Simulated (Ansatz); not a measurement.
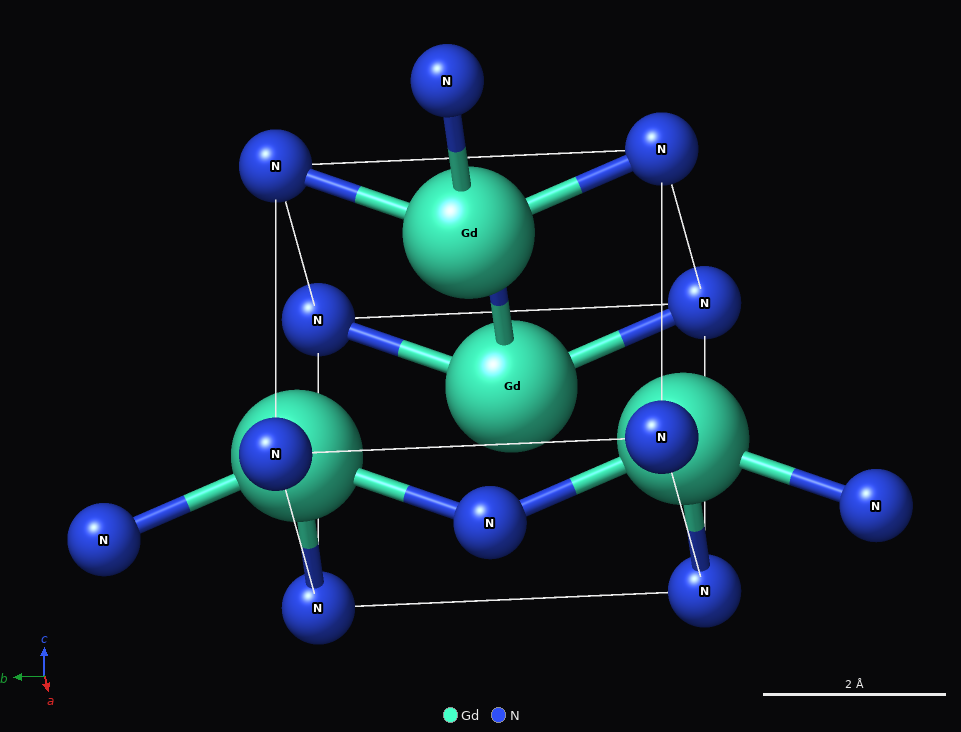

We look at a ball-and-stick model of the crystal from a general direction. The wireframe shows the conventional unit cell. A few atoms beyond the faces are included.

GdN, space group P4/nmm (No. 129), a = 4.28 Å, b = 4.28 Å, c = 3.46 Å, α = 90.00°, β = 90.00°, γ = 90.00°.

Computed with Ansatz, DFT PBE+U, scalar-relativistic, plane waves, PAW. Settings: plane-wave cutoff 420 eV, an 8×8×8 k-point grid, Gaussian smearing of 0.05 eV, U_eff = 6.00 eV on Gd f, collinear spins. The state is ferromagnetic, in a cell of 4 atoms.

### What does the calculation say: metal or gapped?

A semiconductor at this level, with a gap of 0.64 eV on the k-mesh (the true edges may lie between mesh points, so the gap can be somewhat smaller).

The structure was taken from a structure type filled with these elements by a generator (whether the compound takes this form wasn't checked). It was relaxed at fixed volume with DFT PBE+U, scalar-relativistic, plane waves, PAW in Ansatz 0.2.0.
